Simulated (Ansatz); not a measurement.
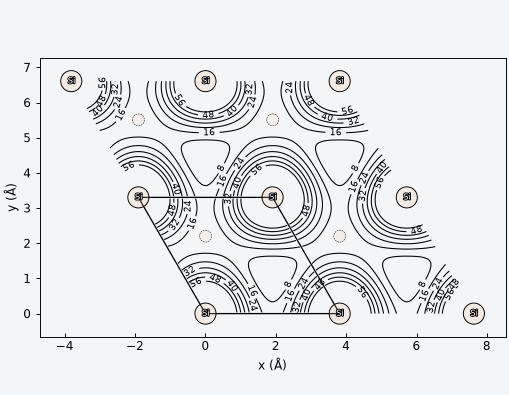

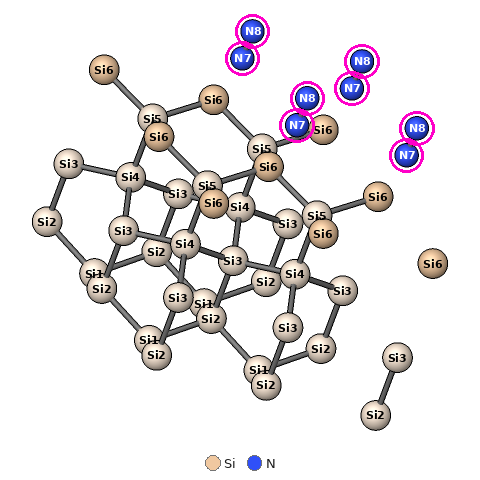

Energy landscape of N₂ on a Si(001) slab cut from the P6_3/mmc phase, its upper half relaxed before the scan (6 atoms of substrate and one adsorbate in a 1 × 1 cell). 
- N2 is moved over the surface cell at a fixed height above a rigid substrate; the origin of the map has the adsorbate above Si6; the height is held at 3.10 Å.
- Places are given modulo a cell vector. The map is drawn in real space over the plane of the surface.
- The grid has 6 × 6 points; 10 points were computed and 26 follow by symmetry.
- Energies are in meV, from the lowest grid point.
- With one adsorbate in each 1 × 1 cell, its nearest image is 3.8 Å away, so neighbouring adsorbates interact. At a fixed height the lowest place need not be the adsorption site.
- Method: Ansatz 0.2.0, DFT PBE+D3(BJ), scalar-relativistic, plane waves, PAW. Settings: cutoff 420 eV, k-mesh 9×9×1, gaussian smearing 0.05 eV, no spin polarisation.

In the figure: contour lines labelled in meV (none above 56), labelled circles for the atoms of the top layer and small ones for the second layer, the outline of one cell of the 2 × 2 shown. Between grid points the surface is interpolated. The second picture is the structure at the lowest point; rings mark the moved atoms.

Q: What does the map say about the system?

A: The lowest grid point is at a threefold hollow, (4/6, 2/6) of the cell vectors. A higher local minimum lies near a threefold hollow over a second-layer Si atom, (2/6, 4/6) of the cell vectors (11 meV above the lowest at that grid point). The highest grid point, the top site over a surface Si atom, (0/6, 0/6) of the cell vectors, lies 106 meV above the lowest. On the interpolated surface the easiest way out of the lowest well to the well at a threefold hollow over a second-layer Si atom, (2/6, 4/6) of the cell vectors passes a barrier of about 13 meV.

The input of one point:

```yaml
crystal:
  lattice:
    - [3.8155170197, 0.0, 0.0]
    - [-1.9077585099, 3.3043346676, 0.0]
    - [0.0, 0.0, 25.7913833664]
  atoms:
    - { symbol: Si, position: [0.6666666667, 0.3333333333, 0.1550905565] }
    - { symbol: Si, position: [0.3333333333, 0.6666666667, 0.1859793801] }
    - { symbol: Si, position: [0.3333333333, 0.6666666667, 0.2774751471] }
    - { symbol: Si, position: [0.6666666667, 0.3333333333, 0.3070263804] }
    - { symbol: Si, position: [0.6666666667, 0.3333333333, 0.3997350368] }
    - { symbol: Si, position: [0.3333333333, 0.6666666667, 0.4261649408] }
    - { symbol: "N", position: [1.0, 1.0, 0.5463601221] }
    - { symbol: "N", position: [1.0, 1.0, 0.5890100252] }
basis:
  ecutwfc: 420
kpoints:
  mp_grid: { grid: [9, 9, 1] }
hamiltonian:
  xc: pbe
  pseudopotentials: { kind: paw, azcp: { folder: soft_1 } }
  dispersion: d3bj
scf:
  occupations: { method: gaussian, width: 0.05 }
output:
  forces: true
  eigenvalues: true
efield:
  axis: 3
  dipole_correction: true
  ramp_width: 0.04
```

Each point was launched as `ansatz run input.yaml --threads 1 --pin off --max-ram 3072MiB --backend cpu --events-out ev --progress --plain --runs-dir out`. The whole map (10 points run) took 4.6 min on 1 thread of Arm Neoverse V2, on a shared host.
